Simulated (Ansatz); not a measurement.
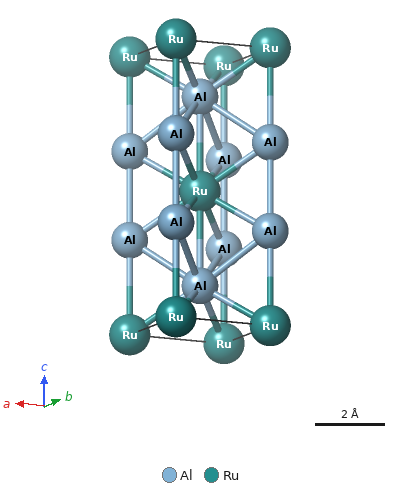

Fig. 1: The starting structure (ball-and-stick view of the cell 2 times as large as that of the calculation, set on its symmetry axes, seen at an oblique angle).

## Geometry relaxation of Al2Ru

System: Al2Ru (I4/mmm, 3 atoms in the cell).
Method: DFT PBEsol, scalar-relativistic, plane waves, PAW, no spin polarisation (Ansatz 0.2.0).

The structure derives from a Materials Project entry. It belongs to a series of runs on one base structure; here: volume × 0.94, shape and atoms relaxed.

## The input
```yaml
crystal:
  lattice:
    - [-1.5296253437, 1.5296253437, 4.1212313507]
    - [1.5296253437, -1.5296253437, 4.1212313507]
    - [1.5296253437, 1.5296253437, -4.1212313507]
  atoms:
    - { symbol: Al, position: [0.6597558456, 0.6597558456, 0.0] }
    - { symbol: Al, position: [0.3402441544, 0.3402441544, 0.0] }
    - { symbol: Ru, position: [0.0, 0.0, 0.0] }
basis:
  ecutwfc: 420
kpoints:
  mp_grid: { grid: [18, 18, 18] }
hamiltonian:
  xc: pbesol
scf:
  occupations: { method: gaussian, width: 0.1 }
output:
  forces: true
  stress: true
  eigenvalues: true
relax:
  adjacent_minimum: "off"
  f_tol: 0.01
  max_steps: 30
  cell: { stress_tol: 0.1, fix: [volume] }
```

Hardware: 1 thread of Intel Xeon (Granite Rapids), 192 GiB of memory available, shared host.

Command:
```bash
ansatz run input.yaml --threads 1 --pin off --max-ram 2560MiB --backend cpu --events-out ev --progress --plain --runs-dir out
```

## What the program printed
```
basis.fft_grid_basis auto: the FFT boxes are laid along the combinations [[1, 0, 1], [0, 1, 1], [0, 0, 1]] of the cell's own vectors, 3.059, 3.059 and 4.654 Å long. The dense box has 24×24×32 points. Along the cell's own vectors, as sized, it would have 32×32×32, 1.78 times as many. Of the 16 symmetry operations that the crystal satisfies within crystal.symmetry.tolerance (time reversal apart; of a slab, those that keep its plane) the dense box along the cell's own vectors carries 16, and the one as laid loses 12 of those. basis.fft_grid_basis: typed keeps the cell's own vectors: state it where this run's energies or levels are differenced outside the engine with another run's, or held beside a run that keeps those vectors.
Engine: ansatz 0.2.0, x86_64-unknown-linux-gnu
Pseudopotentials: kind: paw
Pseudopotential: Al, paw, valence charge 3, recommended cutoff 420 eV (normal), Al.paw.azcp
Pseudopotential: Ru, paw, valence charge 16, recommended cutoff 420 eV (normal), Ru.paw.azcp
Functional definition: PBEsol
  exchange = pbesol_x
  correlation = pbesol_c
Crystal: 3 atoms, lattice volume = 38.571 Å³
Basis set: ecut = 420 eV, 745 PW (Γ), FFT grids on a1+a3, a2+a3, a3, exchange–correlation on 48×48×64 points (8 copies of the dense FFT grid, shifted against one another)
Bands: 15, of which v1, the nominal top of the filled ones, is band 11 counted from 1 (10 counted from 0)
Symmetry: 16 space group operations
Space group: I4/mmm (ITA 139), of the structure as read, at distance tolerance 3.4e-5 Å
k-points: 480 of 5832
Non-local potential: Al, projectors of the file, l = 0: 2, l = 1: 2, l = 2: 1
Non-local potential: Ru, projectors of the file, l = 0: 3, l = 1: 2, l = 2: 2, l = 3: 1
PAW form: soft (Blöchl's): semilocal exchange-correlation on the pseudo side does not see the compensation charge
PAW frozen core: Al, regenerated for the run's functional, and the local potential with it (the file was generated under x = pbe(κ = 0.804, μ = 0.2195149727645171), c = pbe(β = 0.06672455060314922))
PAW frozen core: Ru, regenerated for the run's functional, and the local potential with it (the file was generated under x = pbe(κ = 0.804, μ = 0.2195149727645171), c = pbe(β = 0.06672455060314922))
PAW one-centre angular grid: Al, 110 points (default); XC on 64 Gauss nodes
PAW one-centre angular grid: Ru, 590 points (default); XC on 64 Gauss nodes
Initial density: superposition of atomic densities (neutral atoms: chi_scale 0, normalization atom), corrected by the library's trained network
Initial wavefunctions: pseudopotential atomic-orbital guess
Functional: x = pbesol(κ = 0.804, μ = 0.12345679012345678), c = pbesol(β = 0.046)
SCF iter   1: F=—  HF=-6867.489132 eV  |F-HF|=—  |Δ(HF+E_count)|=         —  Δρ=9.32e-3  dr2=4.02e-2  ethr=1.77e-3  ⟨swp⟩=5.2  Hψ=39626  notcnv=0
preconditioner: auto → Kerker (q_TF=auto, 2.485 Å⁻¹)  [metal: Δε(μ)=0.081 eV  Ē_g=7.742 eV  σ=0.100 eV  W_gap=0.42  n_scr=10 (ndim 8)  ℏωp=22.4 eV  f_vac=0.000  D(μ)=0.10/eV (n_scr^D=0)]
SCF iter   2: F=—  HF=-6867.481557 eV  |F-HF|=—  |Δ(HF+E_count)|=   7.58e-3  Δρ=2.91e-3  dr2=2.50e-3  ethr=1.83e-4  ⟨swp⟩=2.1  Hψ=13158  notcnv=0
SCF iter   3: F=—  HF=-6867.481156 eV  |F-HF|=—  |Δ(HF+E_count)|=   4.01e-4  Δρ=1.63e-3  dr2=8.76e-4  ethr=1.14e-5  ⟨swp⟩=1.6  Hψ=7552  notcnv=0
SCF iter   4: F=—  HF=-6867.480912 eV  |F-HF|=—  |Δ(HF+E_count)|=   2.45e-4  Δρ=2.32e-4  dr2=1.43e-5  ethr=3.98e-6  ⟨swp⟩=2.7  Hψ=11892  notcnv=0
SCF iter   5: F=—  HF=-6867.480914 eV  |F-HF|=—  |Δ(HF+E_count)|=   2.00e-6  Δρ=4.34e-5  dr2=6.27e-7  ethr=6.48e-8  ⟨swp⟩=2.4  Hψ=11698  notcnv=0
SCF iter   6: F=-6867.480913 eV  HF=-6867.480913 eV  |F-HF|=5.24e-9  |Δ(HF+E_count)|=   1.10e-7  Δρ=6.05e-6  dr2=9.22e-9  ethr=4.55e-10  ⟨swp⟩=5.1  Hψ=34665  notcnv=0
SCF 1 converged in 6 iterations: F = -6867.480913 eV  dr2 = 9.22e-9
  greatest PAW one-centre occupation: 0.999 electrons in one spin orbital (limit 2), on the Ru atom at site 2 (counted from 0), in its partial waves of l = 0
relax step   1: F+E_penalty+E_count = -6867.48091342 eV  Δ(F+E_penalty+E_count) = +0.000e0 eV  max|allowed force component| = 1.077e-1 eV/Å  Δτ_max = 0.0000 Å  P = +12.772 GPa  Ω = 38.571 Å³  fix = [volume]  reactions: volume +12.772 GPa  (6 SCF iters, dr2 threshold 1.00e-7 eV, accepted)
Initial density: handed on by an earlier stage of this run
Initial wavefunctions: those handed on with the density
iter 1 solved again at ethr=4.41e-7 eV; its pass at ethr=3.10e-3 eV (dr2=9.71e-5 eV) is discarded
SCF iter   1: F=—  HF=-6867.481378 eV  |F-HF|=—  |Δ(HF+E_count)|=         —  Δρ=4.13e-4  dr2=9.61e-5  ethr=4.41e-7  ⟨swp⟩=2.0  Hψ=41473  notcnv=0
preconditioner: auto → Kerker (q_TF=auto, 2.485 Å⁻¹)  [metal: Δε(μ)=0.022 eV  Ē_g=7.743 eV  σ=0.100 eV  W_gap=0.12  n_scr=10 (ndim 8)  ℏωp=22.4 eV  f_vac=0.000  D(μ)=0.20/eV (n_scr^D=0)]
SCF iter   2: F=—  HF=-6867.481366 eV  |F-HF|=—  |Δ(HF+E_count)|=   1.12e-5  Δρ=1.99e-4  dr2=1.85e-5  ethr=4.37e-7  ⟨swp⟩=1.3  Hψ=7681  notcnv=0
SCF iter   3: F=—  HF=-6867.481362 eV  |F-HF|=—  |Δ(HF+E_count)|=   4.77e-6  Δρ=8.65e-5  dr2=7.27e-6  ethr=8.42e-8  ⟨swp⟩=2.5  Hψ=11468  notcnv=0
SCF iter   4: F=-6867.481360 eV  HF=-6867.481360 eV  |F-HF|=1.92e-7  |Δ(HF+E_count)|=   1.91e-6  Δρ=2.46e-5  dr2=2.63e-7  ethr=1.36e-9  ⟨swp⟩=3.1  Hψ=29111  notcnv=0
SCF 2 converged in 4 iterations: F = -6867.481360 eV  dr2 = 2.63e-7
relax step   2: F+E_penalty+E_count = -6867.48135952 eV  Δ(F+E_penalty+E_count) = -4.461e-4 eV  max|allowed force component| = 3.574e-3 eV/Å  Δτ_max = 0.0043 Å  P = +12.638 GPa  Ω = 38.571 Å³  energy of the carried Pulay correction = +9.605e-16 eV  fix = [volume]  reactions: volume +12.638 GPa  (4 SCF iters, dr2 threshold 3.00e-7 eV, accepted)
iter 1 solved again at ethr=2.21e-7 eV; its pass at ethr=3.10e-3 eV (dr2=4.86e-5 eV) is discarded
SCF iter   1: F=—  HF=-6867.481421 eV  |F-HF|=—  |Δ(HF+E_count)|=         —  Δρ=2.71e-4  dr2=5.50e-5  ethr=2.21e-7  ⟨swp⟩=2.0  Hψ=41402  notcnv=0
preconditioner: auto → Kerker (q_TF=auto, 2.485 Å⁻¹)  [metal: Δε(μ)=0.024 eV  Ē_g=7.745 eV  σ=0.100 eV  W_gap=0.13  n_scr=10 (ndim 8)  ℏωp=22.4 eV  f_vac=0.000  D(μ)=0.21/eV (n_scr^D=0)]
SCF iter   2: F=—  HF=-6867.481415 eV  |F-HF|=—  |Δ(HF+E_count)|=   5.90e-6  Δρ=1.26e-4  dr2=9.64e-6  ethr=2.21e-7  ⟨swp⟩=2.4  Hψ=9580  notcnv=0
SCF iter   3: F=—  HF=-6867.481413 eV  |F-HF|=—  |Δ(HF+E_count)|=   2.50e-6  Δρ=6.08e-5  dr2=3.81e-6  ethr=4.38e-8  ⟨swp⟩=2.0  Hψ=11572  notcnv=0
SCF iter   4: F=-6867.481412 eV  HF=-6867.481412 eV  |F-HF|=3.26e-8  |Δ(HF+E_count)|=   1.26e-6  Δρ=1.31e-5  dr2=5.06e-8  ethr=8.24e-10  ⟨swp⟩=3.1  Hψ=29431  notcnv=0
SCF 3 converged in 4 iterations: F = -6867.481412 eV  dr2 = 5.06e-8
relax step   3: F+E_penalty+E_count = -6867.48141161 eV  Δ(F+E_penalty+E_count) = -5.209e-5 eV  max|allowed force component| = 1.137e-3 eV/Å  Δτ_max = 0.0006 Å  P = +12.636 GPa  Ω = 38.571 Å³  energy of the carried Pulay correction = +1.419e-17 eV  fix = [volume]  reactions: volume +12.636 GPa  (4 SCF iters, dr2 threshold 1.81e-7 eV, accepted)
Initial wavefunctions: pseudopotential atomic-orbital guess (no wavefunctions were taken with the density)
iter 1 solved again at ethr=5.85e-8 eV; its pass at ethr=3.10e-3 eV (dr2=1.29e-5 eV) is discarded
SCF iter   1: F=—  HF=-6867.481409 eV  |F-HF|=—  |Δ(HF+E_count)|=         —  Δρ=1.59e-5  dr2=5.20e-8  ethr=5.85e-8  ⟨swp⟩=3.0  Hψ=58365  notcnv=0
preconditioner: auto → Kerker (q_TF=auto, 2.485 Å⁻¹)  [metal: Δε(μ)=0.029 eV  Ē_g=7.745 eV  σ=0.100 eV  W_gap=0.16  n_scr=10 (ndim 8)  ℏωp=22.4 eV  f_vac=0.000  D(μ)=0.21/eV (n_scr^D=0)]
SCF iter   2: F=—  HF=-6867.481412 eV  |F-HF|=—  |Δ(HF+E_count)|=   3.26e-6  Δρ=8.28e-6  dr2=2.10e-8  ethr=2.36e-10  ⟨swp⟩=2.0  Hψ=11611  notcnv=0
SCF iter   3: F=—  HF=-6867.481412 eV  |F-HF|=—  |Δ(HF+E_count)|=   9.83e-9  Δρ=1.69e-6  dr2=1.59e-9  ethr=9.53e-11  ⟨swp⟩=2.4  Hψ=10164  notcnv=0
SCF iter   4: F=—  HF=-6867.481412 eV  |F-HF|=—  |Δ(HF+E_count)|=  4.54e-10  Δρ=6.65e-7  dr2=2.97e-10  ethr=7.22e-12  ⟨swp⟩=2.1  Hψ=10401  notcnv=0
SCF iter   5: F=-6867.481412 eV  HF=-6867.481412 eV  |F-HF|=1.27e-11  |Δ(HF+E_count)|=  8.37e-11  Δρ=2.22e-7  dr2=1.59e-11  ethr=1.00e-12  ⟨swp⟩=4.1  Hψ=23840  notcnv=0
SCF 4 converged in 5 iterations: F = -6867.481412 eV  dr2 = 1.59e-11
relax step   4: F+E_penalty+E_count = -6867.48141235 eV  Δ(F+E_penalty+E_count) = -7.313e-7 eV  max|allowed force component| = 1.251e-3 eV/Å  Δτ_max = 0.0000 Å  P = +12.636 GPa  Ω = 38.571 Å³  fix = [volume]  reactions: volume +12.636 GPa  stress off target by 2.63e-2 GPa on what of the cell is left free  SCF on the basis re-selected at this cell (its energy is not comparable with the rows above)  (5 SCF iters)
```

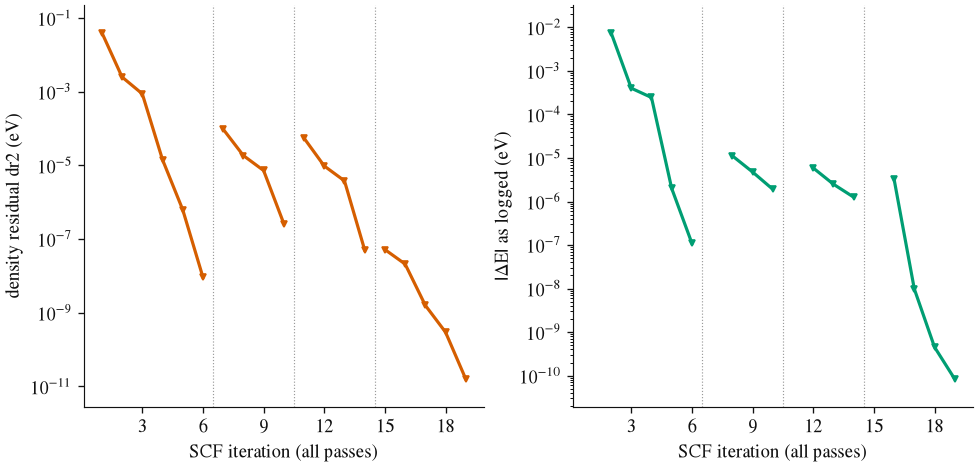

Fig. 2: Convergence of the self-consistent field: density residual dr2 and size of the energy change against the SCF iteration. The dotted lines part the SCF passes of the relaxation: geometry steps, rejected trials and re-solves on a re-selected basis. The passes take 6, 4, 4 and 5 iterations.

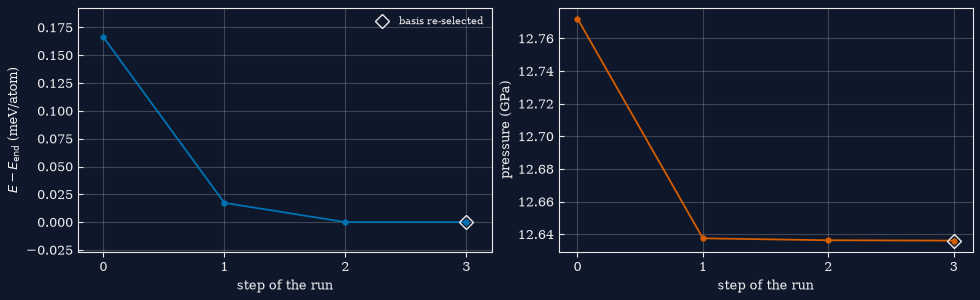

Fig. 3: Progress of the relaxation, step by step (the first geometry is step 0 here and step 1 in the log). The largest moves relative to the cell, 0.005 Å, are those of Al1 and Al2. Ru stays in place. Distances before and after: Al1–Al2 2.634 → 2.642 Å, Al1–Ru3 2.804 → 2.799 Å. The space group stays I4/mmm (No. 139). After 2 geometry steps the energy has fallen by 0.2 meV per atom. The largest force component goes from 0.11 to 0.0013 eV/Å. Pressure: 12.77 GPa at the start and 12.64 GPa at the end. A last SCF at the same geometry on a re-selected plane-wave basis shifts the energy by next to nothing (0.0 meV per atom). (Atoms are counted from 1 in the order of the input.)

```
basis re-selected at this cell: Δ(F+E_penalty+E_count) = -7.313e-7 eV, ΔP = -0.000 GPa vs the last step (what re-selecting the basis moved, of the pressure what is left beyond the Pulay correction that the steps carried, after the strain that the cell walked since its last selection, with what the two solves' SCF thresholds leave and, on support functions, any second-order correction that the steps lacked; it is no measure of the basis error at this ecutwfc). This SCF's stress stands 2.63e-2 GPa from its target on what of the cell is left free (relax.cell.stress_tol is 1.00e-1 GPa) and its largest allowed force component is 1.25e-3 eV/Å (relax.f_tol is 1.00e-2 eV/Å): within both
SCF converged after 5 iterations
Free energy (F): -6867.481412 eV
Harris-Foulkes:  -6867.481412 eV  (|F-HF|=1.27e-11)
Internal energy: -6867.480357 eV  (E = F + TS)
E sigma→0 (E₀):  -6867.480884 eV
Entropy (-TS):   -0.001056 eV (-0.352 meV/atom)
Fermi energy:    15.131114 eV
--- Per-component energies (eV) ---
  E_band       = -124.835458
  E_kinetic    = 571.271561
  E_local      = -2083.838533  (includes V_loc(G=0)·N_el)
  E_nonlocal   = 366.763619
  E_hartree    = 777.663579
  E_xc         = -273.025729
  E_vxc        = -303.130512  (∫ρ·V_xc dr)
  E_paw        = -4310.351361  (= ΣΔE_a)
  E_vpaw       = -231.228350  (= ΣTr[D̂ρ^β])
  E_aug_tail   = -0.000193  (compensation charges beyond the density's cutoff)
  E_ewald      = -1916.254873
  E_core_change = 0.291574  (= ΣΔE_core)
  E_smearing   = -0.001056  (= −TS)
  E_closure    = -0.000000  (closes the sum)
  Σ components = -6867.481412   (vs F -6867.481412, Δ=0.00e0)
--- Forces (eV/Å), atoms counted from 1 ---
  atom   1  Al    -0.00000000    -0.00000000    -0.00125062
  atom   2  Al     0.00000000     0.00000000     0.00125062
  atom   3  Ru    -0.00000000     0.00000000    -0.00000000
  max |Σ_I F_I| component: 6.94e-18 eV/Å
--- Stress (GPa, compression-positive) ---
       12.622949       0.000000       0.000000
        0.000000      12.622949       0.000000
       -0.000000       0.000000      12.662465
  P = ⅓ Tr σ = 12.6361 GPa (126.361 kbar)
--- Band table (eV; the first three rows and the last of 480) ---
  k-point 0: bands = ["-57.4460", "-27.4932", "-27.4932", "-27.4376", "3.7726", "9.3563", "10.9755", "12.9840", "12.9840", "13.1871", "14.1295", "17.8107", "19.6189", "21.5119", "21.5119"]
  k-point 1: bands = ["-57.4452", "-27.4981", "-27.4977", "-27.4366", "3.8790", "9.4500", "11.0261", "12.4850", "12.8314", "13.7587", "13.9850", "17.7835", "19.3276", "21.0031", "21.3465"]
  k-point 2: bands = ["-57.4432", "-27.5120", "-27.5106", "-27.4336", "4.1944", "9.7194", "11.1787", "11.9993", "12.4248", "13.5733", "14.4344", "17.7259", "18.8550", "20.0670", "21.0214"]
  k-point 479: bands = ["-57.4459", "-27.4933", "-27.4933", "-27.4411", "5.6996", "6.3928", "10.7920", "12.2579", "13.4631", "13.4631", "14.1598", "18.3933", "18.3933", "21.4350", "21.9828"]
--- Relaxed structure (3 steps of the walk, 3 accepted, 1 SCFs on fresh bases) ---
  F+E_penalty+E_count = -6867.48141235 eV   max|allowed force component| = 1.251e-3 eV/Å   (the final SCF, on the basis selected at the relaxed cell)
  cell:  # Å, volume = 38.5707 Å³
    - [-1.5298785590739505, 1.5298785590739505, 4.119867225724305]
    - [1.5298785590739505, -1.5298785590739505, 4.119867225724305]
    - [1.5298785590739505, 1.5298785590739505, -4.119867225724305]
  atoms:
    - { symbol: Al, position: [0.6603456191114722, 0.6603456191114722, -4.547770138450165e-36] }
    - { symbol: Al, position: [0.33965438088852773, 0.33965438088852773, -8.548060086002815e-36] }
    - { symbol: Ru, position: [4.3846206801815415e-21, 4.384620680181552e-21, 4.098587428749552e-36] }
```

## Trajectory as extended XYZ (Å, eV, eV/Å), 4 frames, from step=1 to step=4
```
3
Lattice="-1.5296 1.5296 4.1212 1.5296 -1.5296 4.1212 1.5296 1.5296 -4.1212" Properties=species:S:1:pos:R:3:forces:R:3 step=1 energy=-6867.48091 pressure_GPa=12.77
Al    0.0000    0.0000    5.4380    0.0000   0.0000   0.1077
Al    0.0000    0.0000    2.8045    0.0000   0.0000  -0.1077
Ru    0.0000    0.0000    0.0000    0.0000   0.0000   0.0000
3
Lattice="-1.5289 1.5289 4.1250 1.5289 -1.5289 4.1250 1.5289 1.5289 -4.1250" Properties=species:S:1:pos:R:3:forces:R:3 step=2 energy=-6867.48136 pressure_GPa=12.64
Al    0.0000    0.0000    5.4473    0.0000   0.0000  -0.0036
Al    0.0000    0.0000    2.8028    0.0000   0.0000   0.0036
Ru    0.0000    0.0000    0.0000    0.0000   0.0000   0.0000
3
Lattice="-1.5299 1.5299 4.1199 1.5299 -1.5299 4.1199 1.5299 1.5299 -4.1199" Properties=species:S:1:pos:R:3:forces:R:3 step=3 energy=-6867.48141 pressure_GPa=12.64
Al    0.0000    0.0000    5.4411    0.0000   0.0000  -0.0011
Al    0.0000    0.0000    2.7987    0.0000   0.0000   0.0011
Ru    0.0000    0.0000    0.0000    0.0000   0.0000   0.0000
3
Lattice="-1.5299 1.5299 4.1199 1.5299 -1.5299 4.1199 1.5299 1.5299 -4.1199" Properties=species:S:1:pos:R:3:forces:R:3 step=4 energy=-6867.48141 pressure_GPa=12.64
Al    0.0000    0.0000    5.4411    0.0000   0.0000  -0.0013
Al    0.0000    0.0000    2.7987    0.0000   0.0000   0.0013
Ru    0.0000    0.0000    0.0000    0.0000   0.0000   0.0000
```

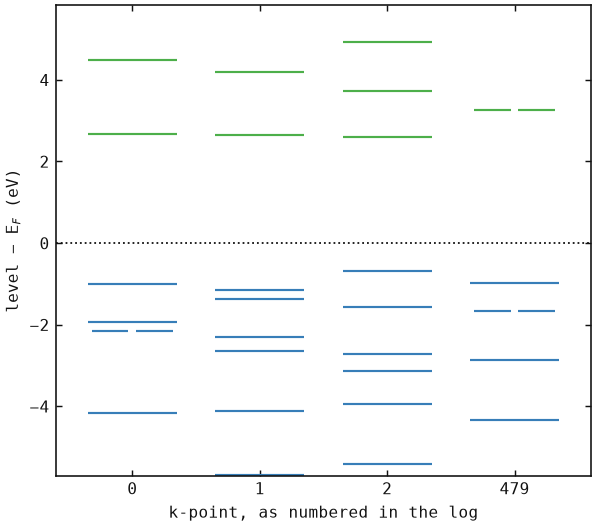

Fig. 4: Kohn–Sham levels near the Fermi level (dotted) at the few k-points that the log prints; levels within 0.02 eV of each other stand side by side. The system is metallic on the full mesh.

## Key numbers

- outcome: converged
- space group (tolerance 0.01 Å): I4/mmm (139)
- electrons treated: 22
- free energy: −6867.4814 eV
- Fermi energy: 15.131 eV
- gap on the k-point mesh: none (metallic)
- pressure: 12.64 GPa
- final volume: 38.57 Å³
- largest force (length of the vector) at the end: 0.001 eV/Å
- final cell: a = 4.653 Å, b = 4.653 Å, c = 4.653 Å, α = 141.61°, β = 141.61°, γ = 55.41°
- wall time: 29 s
- peak memory: 0.58 GiB

## Remarks

The cell is under a pressure of 12.6 GPa at this level, so it is not at its equilibrium volume.
